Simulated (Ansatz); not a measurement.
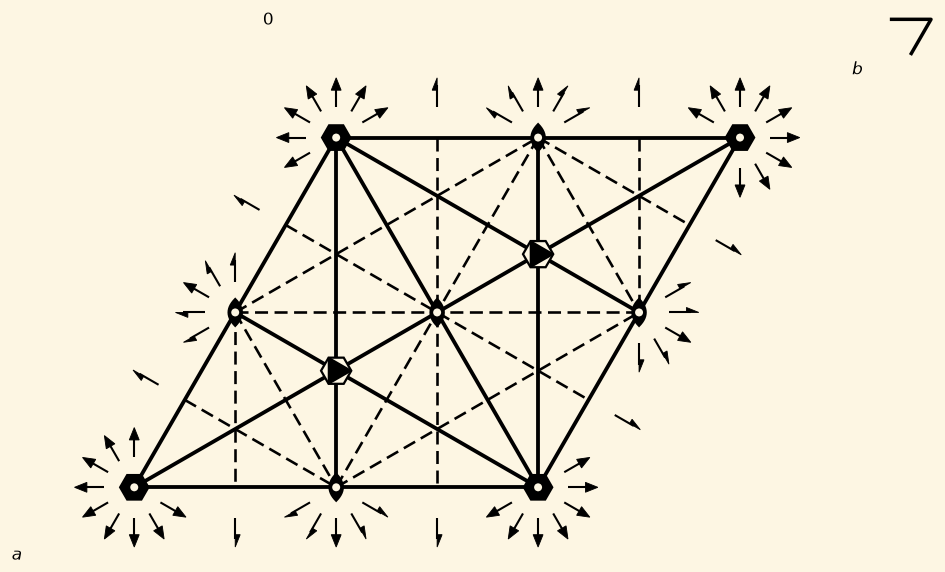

Symmetry elements of a space group, projected down c, computed from the operations of a computed or model structure of composition Si, which need not be its known form.

Symbols follow the International Tables: origin at the upper left, the third axis towards the viewer; heavy, dashed, dotted, dash-dotted and dash-dot-dot lines are mirror, in-plane glide, out-of-plane glide, diagonal (n; with arrows d) and double (e) glide planes seen edge on; arrows at the rim are 2 (full head) and 2₁ (half head) axes in the plane; the corner sign is a plane parallel to the page; fractions are heights. Handed screw axes carry their printed symbol instead of tails.

### Give the Hermann–Mauguin symbol and number.

No. 191, P6/mmm; primitive hexagonal, point group 6/mmm, 24 general positions a cell.

### List the elements shown.

−6 axes along c at (1/3, 2/3), (2/3, 1/3); 6 axes along c at (0, 0); 2 axes along c at (0, 1/2), (1/2, 0), (1/2, 1/2); inversion centres at (0, 0), (0, 1/2), (1/2, 0), (1/2, 1/2); mirror planes holding c and [1 1 0] or [1 2 0] or [2 1 0] or [−1 1 0]; in-plane glide planes holding c and [1 1 0] or [1 2 0] or [2 1 0] or [−1 1 0]; mirror planes normal to a*, at x = 0; b glide planes normal to a*, at x = 1/2; mirror planes normal to b*, at y = 0; a glide planes normal to b*, at y = 1/2; a mirror plane normal to c at height 0; 2 axes along [1 1 0] at height 0; 2 axes along [1 2 0] at height 0; 2 axes along [2 1 0] at height 0; 2 axes along [−1 1 0] at height 0; 2 axes along a at height 0; 2 axes along b at height 0; 2₁ axes along [1 1 0] at height 0; 2₁ axes along [1 2 0] at height 0; 2₁ axes along [2 1 0] at height 0; 2₁ axes along [−1 1 0] at height 0; 2₁ axes along a at height 0; 2₁ axes along b at height 0. Heights repeat every half period; positions are (a, b) fractions, modulo 1.

### Write the general positions (in any order).

x, y, z; −x, −y, −z; x−y, x, z; −x+y, −x, −z; −y, x−y, z; y, −x+y, −z; −x, −y, z; x, y, −z; −x+y, −x, z; x−y, x, −z; y, −x+y, z; −y, x−y, −z; −y, −x, −z; y, x, z; −x, −x+y, −z; x, x−y, z; −x+y, y, −z; x−y, −y, z; y, x, −z; −y, −x, z; x, x−y, −z; −x, −x+y, z; x−y, −y, −z; −x+y, y, z
